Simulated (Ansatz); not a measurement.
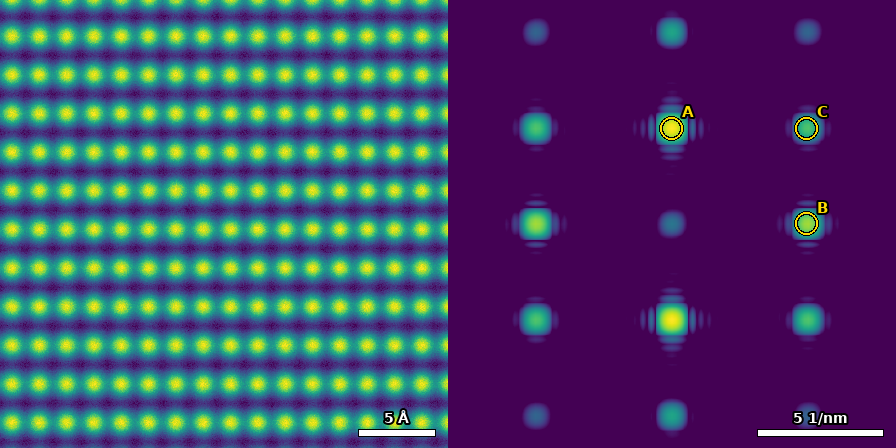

Dark-field STEM-like image of a crystal. Simulation: incoherent imaging, intensity Z^1.7 per atom, probe width 1.20 Å, thin sample. The display is stretched by a gamma of 0.65; percentages refer to the linear signal. Shot noise was added.

The right panel is the modulus of the image's Fourier transform on a logarithmic scale.

Which lattice spacings do the marked spots stand for, and what angle do A and B enclose?

A: 2.6 Å, B: 1.8 Å, C: 1.5 Å; A and B enclose about 90°.

The crystal is Pt (Pm-3m, No. 221) along [110]; the spots are (0 0 -1), (1 -1 0) and (1 -1 -1). Structure used: the geometry given to an electronic-structure calculation, possibly off equilibrium; the starting structure was generated, so it need not be a known form of this composition.
